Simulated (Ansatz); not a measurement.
# Geometry relaxation of TiO2 (part 1 of 3)

TiO2 (slab, 24 atoms in the cell), computed with DFT PBE, scalar-relativistic, plane waves, PAW, no spin polarisation (Ansatz 0.2.0).

The structure derives from a Materials Project entry. It belongs to a series of runs on one base structure; here: (1 0 1) slab, atoms relaxed.

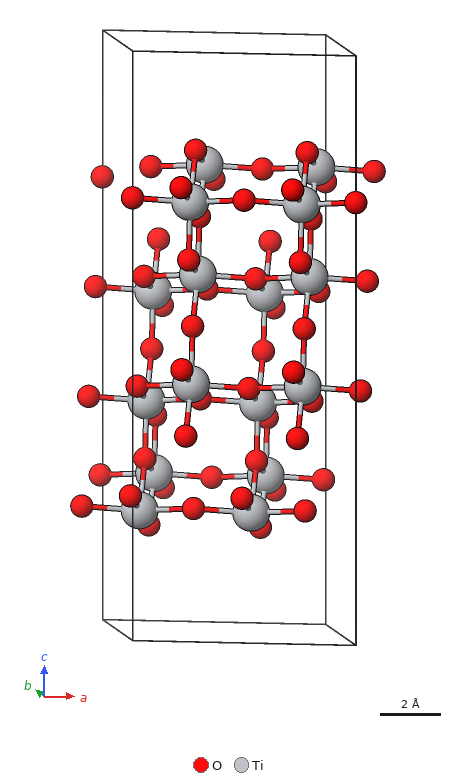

Fig. 1: The structure as given in the input (ball-and-stick view of the 2 × 1 repeat of the cell, with the vacuum cut short, seen slightly off an axis; bonded neighbours outside the cell are drawn too). Near neighbours in the crystal (not all of them lie inside the picture): O has 2 Ti at 1.95 to 2.00 Å; Ti has 5 O at 1.95 to 2.00 Å; O has 3 Ti at 1.95 to 2.00 Å; Ti has 6 O at 1.95 to 2.00 Å.

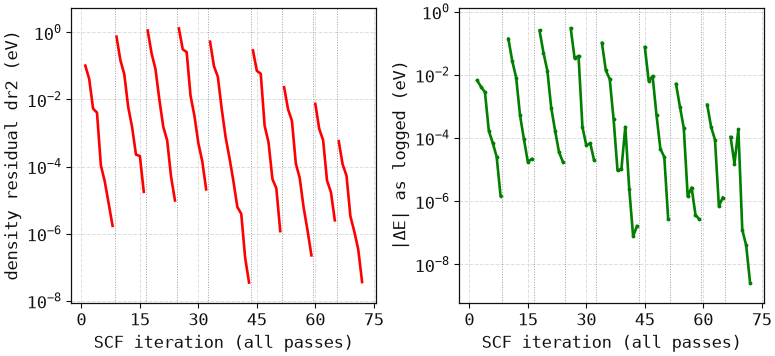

Fig. 2: Convergence of the self-consistent field: density residual dr2 and size of the energy change against the SCF iteration. The dotted lines part the SCF passes of the relaxation: geometry steps, rejected trials and re-solves on a re-selected basis. The 9 passes take 6 to 11 iterations each, 72 in all.

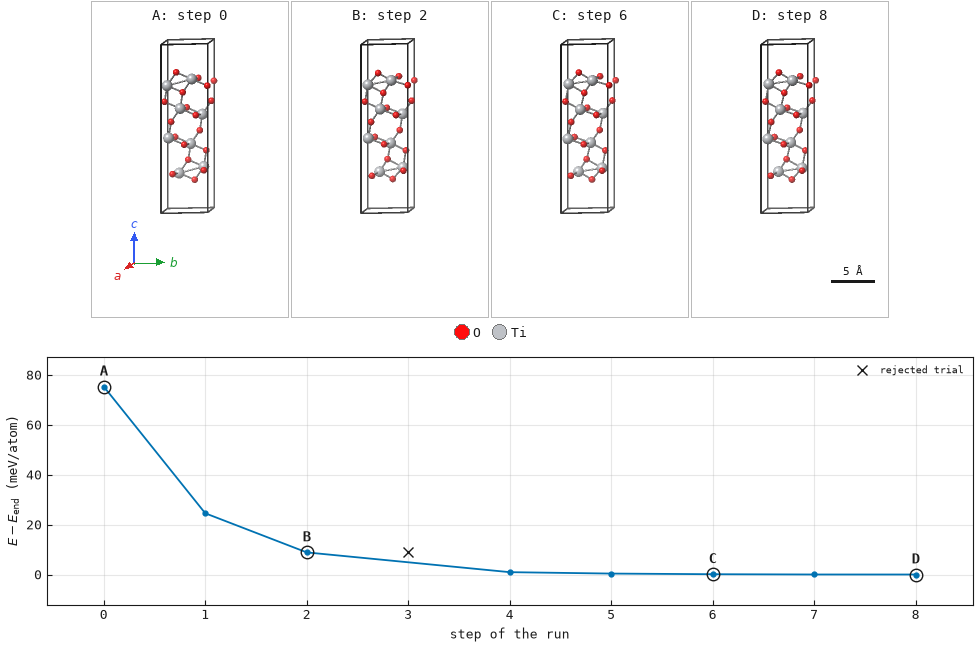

Fig. 3: Frames of the relaxation (ball-and-stick view of the cell of the calculation, with the vacuum cut short, seen slightly off an axis) above the curves, on which the letters mark them (the first geometry is step 0 here and step 1 in the log).

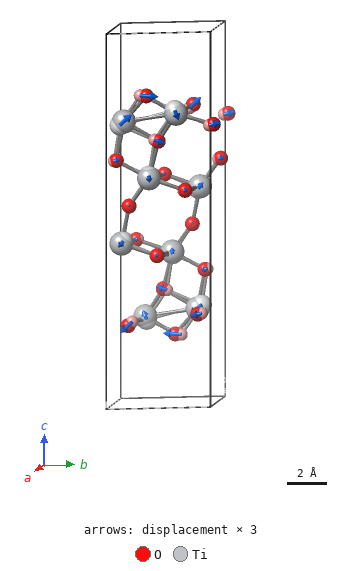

Fig. 4: Start (faint) and end (solid) with the displacements as blue arrows, magnified 3 times (ball-and-stick view of the cell of the calculation, with the vacuum cut short, seen slightly off an axis). The largest moves, 0.33 Å, are those of O1 and O24. By element the largest moves are O 0.33 Å, Ti 0.30 Å. The cell stays as it was. Distances before and after: Ti20–Ti23 3.080 → 2.854 Å, O18–Ti20 1.946 → 2.130 Å, O19–Ti23 1.946 → 1.779 Å, O1–Ti2 2.002 → 1.837 Å. Among the angles that change: O1–Ti2–O4 180.0° → 164.9°, O4–Ti2–Ti5 141.9° → 155.8°, O3–Ti2–O6 92.7° → 104.0°. After 8 geometry steps the energy has fallen by 75.3 meV per atom. Largest force component: 3.7 eV/Å at the start, 0.0096 eV/Å at the end. The line search rejected the trial step at point 3 (counted from 0) and went back. (Atoms are counted from 1 in the order of the input.)

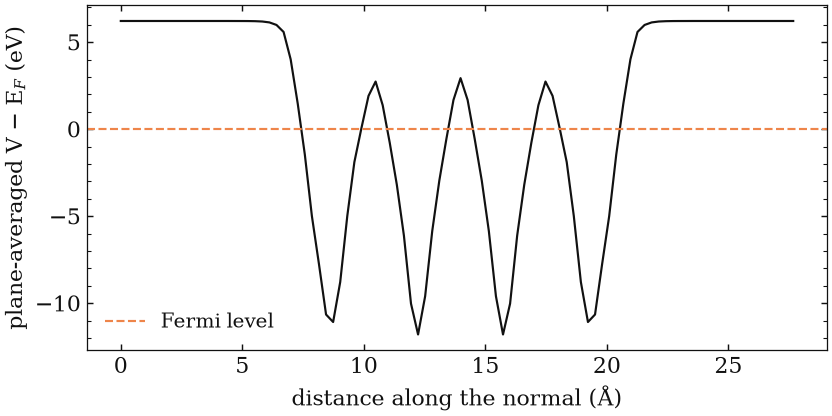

Fig. 5: Plane average of the electrostatic potential energy of an electron across the cell, from the Fermi level. The vacuum level lies 6.21 eV above the Fermi level.

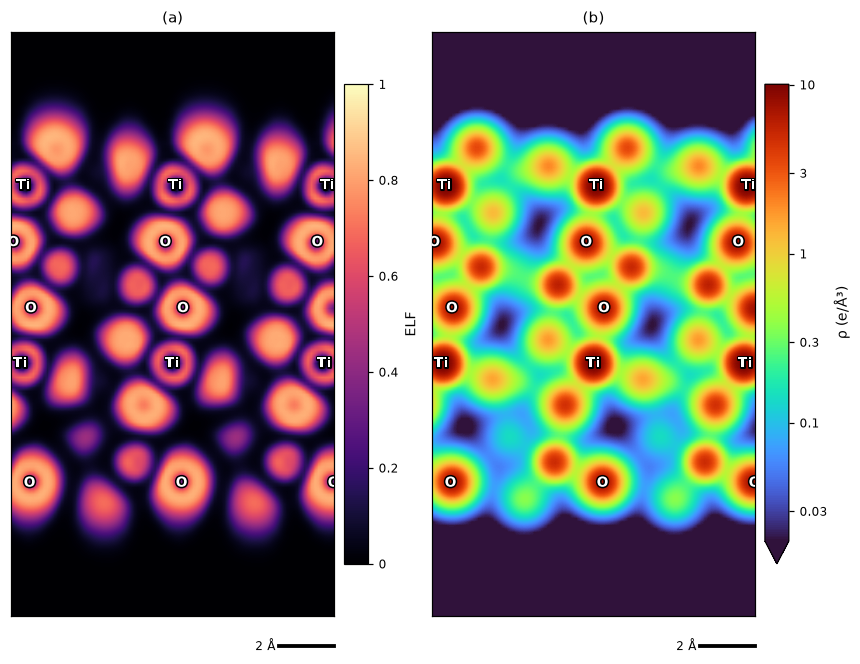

Fig. 6: (a) electron localisation function; (b) valence pseudo-density on the (100) plane of the calculation cell, a cut from vacuum to vacuum. Atoms in the plane: O and Ti. Ti–O (2.05 Å): ρ is about 0.54 e/Å³ halfway; the ELF is about 0.20 at the midpoint. The density dies away to nearly zero in the vacuum. The strong features right at Ti lie inside the PAW spheres (semicore, d or f shells) and say nothing about bonding. The fields are those of the smooth PAW valence density.

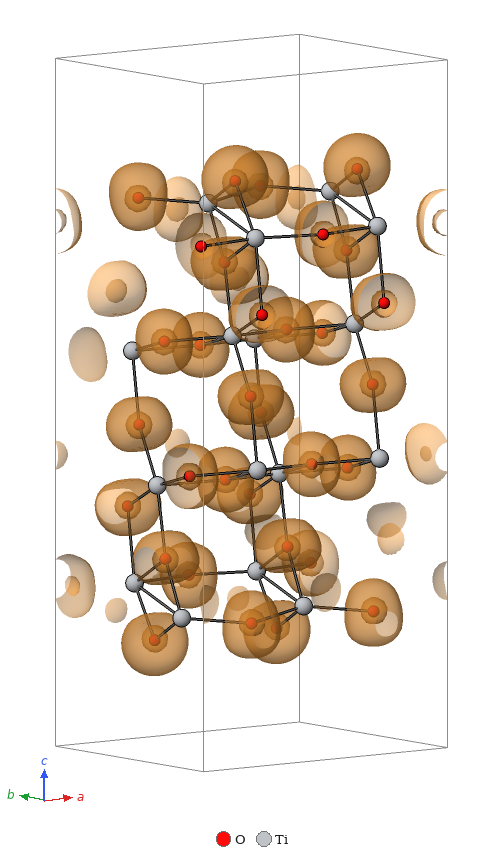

Fig. 7: Isosurface of the ELF at 0.7 (orange), seen at an oblique angle. Only the valence region is drawn (cores and ρ < 0.01 e/Å³ removed). Sticks mark near contacts. Counts are for one cell; the picture repeats the cell along the surface.  Values along the shortest contacts: Ti–O (1.78 Å): the ELF is about 0.30 at the midpoint. Ti–Ti (2.85 Å): the ELF is about 0.15 at the midpoint.

The input and output of the run follow.

The input
```yaml
crystal:
  lattice:
    - [3.7991999862, 0.0, 0.0]
    - [-1.8995999931, 5.2076915665, 0.0]
    - [0.0, 0.0, 27.9574711214]
  atoms:
    - { symbol: O, position: [0.3120637019, 0.6241274039, 0.2682646069] }
    - { symbol: Ti, position: [0.1330557997, 0.2661115994, 0.2943904852] }
    - { symbol: O, position: [0.5953276519, 0.1906553037, 0.2998968399] }
    - { symbol: O, position: [0.9540478975, 0.9080957949, 0.3205163636] }
    - { symbol: Ti, position: [0.4163197496, 0.8326394992, 0.3260227183] }
    - { symbol: O, position: [0.2373118474, 0.4746236948, 0.3521485966] }
    - { symbol: O, position: [0.4451195016, 0.8902390032, 0.394793539] }
    - { symbol: Ti, position: [0.2661115994, 0.5322231988, 0.4209194174] }
    - { symbol: O, position: [0.7283834515, 0.4567669031, 0.4264257721] }
    - { symbol: O, position: [0.0871036972, 0.1742073943, 0.4470452958] }
    - { symbol: Ti, position: [0.5493755493, 0.0987510986, 0.4525516504] }
    - { symbol: O, position: [0.3703676471, 0.7407352942, 0.4786775288] }
    - { symbol: O, position: [0.5781753013, 0.1563506026, 0.5213224712] }
    - { symbol: Ti, position: [0.3991673991, 0.7983347982, 0.5474483496] }
    - { symbol: O, position: [0.8614392512, 0.7228785025, 0.5529547042] }
    - { symbol: O, position: [0.2201594969, 0.4403189937, 0.5735742279] }
    - { symbol: Ti, position: [0.682431349, 0.364862698, 0.5790805826] }
    - { symbol: O, position: [0.5034234468, 0.0068468936, 0.605206461] }
    - { symbol: O, position: [0.711231101, 0.422462202, 0.6478514034] }
    - { symbol: Ti, position: [0.5322231988, 0.0644463976, 0.6739772817] }
    - { symbol: O, position: [0.9944950509, 0.9889901019, 0.6794836364] }
    - { symbol: O, position: [0.3532152966, 0.7064305931, 0.7001031601] }
    - { symbol: Ti, position: [0.8154871487, 0.6309742974, 0.7056095148] }
    - { symbol: O, position: [0.6364792465, 0.272958493, 0.7317353931] }
basis:
  ecutwfc: 420
kpoints:
  mp_grid: { grid: [8, 5, 1] }
hamiltonian:
  xc: pbe
scf:
  occupations: { method: gaussian, width: 0.05 }
output:
  forces: true
  eigenvalues: true
  write_density: true
  write_potential: true
  elf: true
  volumetric_format: npy
relax:
  adjacent_minimum: "off"
  f_tol: 0.02
  max_steps: 60
efield:
  axis: 3
  dipole_correction: true
  ramp_width: 0.04
```

Launched with:
```bash
ansatz run input.yaml --threads 4 --pin off --max-ram 8192MiB --backend cpu --events-out ev --progress --plain --runs-dir out
```

The program's output
```
Warning: crystal.symmetry: narrowed to the stabiliser of the k-point mesh — unitary ops 2 → 1; excluded 1 operation that carries a point of the 8×5×1 mesh (shift [0, 0, 0]) off the mesh (the run samples exactly the mesh kpoints.mp_grid names, as under crystal.symmetry.detect: false, and its converged state has the mesh's symmetry, not the crystal's; ε∞, the Born charges and the force constants of a linear response (`dielectric:` by the response, `phonons.method: dfpt`) are averaged over those of the crystal's operations that the state keeps within a tolerance, where `mesh_tensors`, `unaveraged_element` or `gamma_mean_max_change_ev_ang2` stands beside them; a row that `dielectric.field_direction` solves alone is averaged likewise, with nothing beside; a Γ-centred mesh of equal divisions is mapped onto itself by every operation and keeps the whole group, as does a half-shifted one under kpoints.further_shifts: images)
Engine: ansatz 0.2.0, x86_64-unknown-linux-gnu
Pseudopotentials: kind: paw
Pseudopotential: O, paw, valence charge 6, recommended cutoff 420 eV (normal), O.paw.azcp
Pseudopotential: Ti, paw, valence charge 12, recommended cutoff 420 eV (normal), Ti.paw.azcp
Functional definition: PBE
  parameter kappa = 0.804
  parameter beta = 0.06672455060314922
  exchange = pbe_x(kappa = kappa, mu = beta*pi^2/3)
  correlation = pbe_c(beta = beta)
Crystal: 24 atoms, lattice volume = 553.140 Å³
Basis set: ecut = 420 eV, 10843 PW (Γ), exchange–correlation on 54×80×384 points (8 copies of the dense FFT grid, shifted against one another)
Bands: 120, of which v1, the nominal top of the filled ones, is band 96 counted from 1 (95 counted from 0)
Symmetry: 1 space group operations
k-points: 21 of 40 (time reversal used)
Non-local potential: O, projectors of the file, l = 0: 2, l = 1: 2, l = 2: 1
Non-local potential: Ti, projectors of the file, l = 0: 3, l = 1: 2, l = 2: 3, l = 3: 1
PAW form: soft (Blöchl's): semilocal exchange-correlation on the pseudo side does not see the compensation charge
PAW one-centre angular grid: O, 110 points (default); XC on 64 Gauss nodes
PAW one-centre angular grid: Ti, 590 points (default); XC on 64 Gauss nodes
Initial density: superposition of atomic densities (neutral atoms: chi_scale 0, normalization atom), corrected by the library's trained network
Initial wavefunctions: pseudopotential atomic-orbital guess
Functional: x = pbe(κ = 0.804, μ = 0.2195149727645171), c = pbe(β = 0.06672455060314922)
SCF iter   1: F=—  HF=-29107.076731 eV  |F-HF|=—  |Δ(HF+E_count)|=         —  Δρ=3.94e-3  dr2=1.02e-1  ethr=1.77e-3  p=-0.000 e·Å  D=-2.28e-12 V/Å  ΔV_dip=0.00 eV  dr2_dipole=8.67e-9  V_vac-E_F(+/−)=5.80/5.80 eV  ⟨swp⟩=5.2  Hψ=9665  notcnv=0  defer=1
efield: sawtooth ramp at fractional position 0.9800 (placed from the atoms, in the widest stretch of the axis that holds none; the zero of the levels goes with the place), width 0.0400; the density the first Hamiltonian is built on has a dipole p = -0.000 e·Å; the dipole correction subtracts the counter field D = -2.28e-12 V/Å, which shifts the + side's vacuum level by +0.00 eV against the − side's; the planar-averaged density in the ramp window peaks in size at 5.0e-6 e/Å³
preconditioner: auto → Resta (q_TF=auto, 2.287 Å⁻¹)  ε∞=4.7  [insulator: Δε(μ)=1.837 eV  Ē_g=9.303 eV  σ=0.050 eV  W_gap=1.00  n_scr=106 (ndim 8)  ℏωp=17.9 eV  f_vac=0.483  D(μ)=0.00/eV (n_scr^D=0)  ε∞_Penn≈4.7  vacuum switching on, ρ_ref=6.3e-3 e/Å³]
SCF iter   2: F=—  HF=-29107.083365 eV  |F-HF|=—  |Δ(HF+E_count)|=   6.63e-3  Δρ=2.99e-3  dr2=4.09e-2  ethr=5.29e-5  p=0.000 e·Å  D=7.81e-6 V/Å  ΔV_dip=-0.00 eV  dr2_dipole=4.11e-9  V_vac-E_F(+/−)=5.79/5.79 eV  ⟨swp⟩=2.0  Hψ=4116  notcnv=0  defer=374
SCF iter   3: F=—  HF=-29107.079179 eV  |F-HF|=—  |Δ(HF+E_count)|=   4.19e-3  Δρ=1.21e-3  dr2=5.32e-3  ethr=2.13e-5  p=0.000 e·Å  D=4.32e-6 V/Å  ΔV_dip=-0.00 eV  dr2_dipole=1.14e-9  V_vac-E_F(+/−)=5.78/5.78 eV  ⟨swp⟩=2.0  Hψ=3309  notcnv=0  defer=374
SCF iter   4: F=—  HF=-29107.081990 eV  |F-HF|=—  |Δ(HF+E_count)|=   2.81e-3  Δρ=8.26e-4  dr2=4.05e-3  ethr=2.77e-6  p=-0.000 e·Å  D=-1.37e-6 V/Å  ΔV_dip=0.00 eV  dr2_dipole=3.98e-10  V_vac-E_F(+/−)=5.78/5.78 eV  ⟨swp⟩=2.0  Hψ=3536  notcnv=0  defer=356
SCF iter   5: F=—  HF=-29107.081824 eV  |F-HF|=—  |Δ(HF+E_count)|=   1.66e-4  Δρ=1.50e-4  dr2=1.07e-4  ethr=2.11e-6  p=-0.000 e·Å  D=-1.24e-6 V/Å  ΔV_dip=0.00 eV  dr2_dipole=1.80e-10  V_vac-E_F(+/−)=5.77/5.77 eV  ⟨swp⟩=2.0  Hψ=3228  notcnv=0  defer=357
SCF iter   6: F=—  HF=-29107.081893 eV  |F-HF|=—  |Δ(HF+E_count)|=   6.96e-5  Δρ=8.17e-5  dr2=3.58e-5  ethr=5.57e-8  p=0.000 e·Å  D=1.07e-7 V/Å  ΔV_dip=-0.00 eV  dr2_dipole=2.18e-14  V_vac-E_F(+/−)=5.77/5.77 eV  ⟨swp⟩=2.0  Hψ=3221  notcnv=0  defer=357
iter 7 did not close the SCF: its close was put off until two iterations running show no level that it waits for move by more than its bar (scf_convergence_deferred on its scf_iter line)
SCF iter   7: F=-29107.081917 eV  HF=-29107.081919 eV  |F-HF|=1.59e-6  |Δ(HF+E_count)|=   2.56e-5  Δρ=3.93e-5  dr2=7.85e-6  ethr=5.21e-9  p=0.000 e·Å  D=7.01e-7 V/Å  ΔV_dip=-0.00 eV  dr2_dipole=4.87e-11  V_vac-E_F(+/−)=5.77/5.77 eV  ⟨swp⟩=16.5  Hψ=23336  notcnv=0
SCF iter   8: F=-29107.081921 eV  HF=-29107.081920 eV  |F-HF|=2.45e-7  |Δ(HF+E_count)|=   1.48e-6  Δρ=1.78e-5  dr2=1.70e-6  ethr=4.09e-9  p=0.000 e·Å  D=8.59e-8 V/Å  ΔV_dip=-0.00 eV  dr2_dipole=2.30e-12  V_vac-E_F(+/−)=5.77/5.77 eV  ⟨swp⟩=9.6  Hψ=19647  notcnv=0
SCF 1 converged in 8 iterations: F = -29107.081921 eV  dr2 = 1.70e-6
  greatest PAW one-centre occupation: 0.999 electrons in one spin orbital (limit 2), on the Ti atom at site 16 (counted from 0), in its partial waves of l = 0
relax step   1: F+E_penalty+E_count = -29107.08192057 eV  Δ(F+E_penalty+E_count) = +0.000e0 eV  max|allowed force component| = 3.719e0 eV/Å  Δτ_max = 0.0000 Å  (8 SCF iters, dr2 threshold 1.00e-5 eV, accepted)
Initial density: handed on by an earlier stage of this run
Initial wavefunctions: those handed on with the density
iter 1 solved again at ethr=3.90e-4 eV; its pass at ethr=3.10e-3 eV (dr2=7.49e-1 eV) is discarded
```
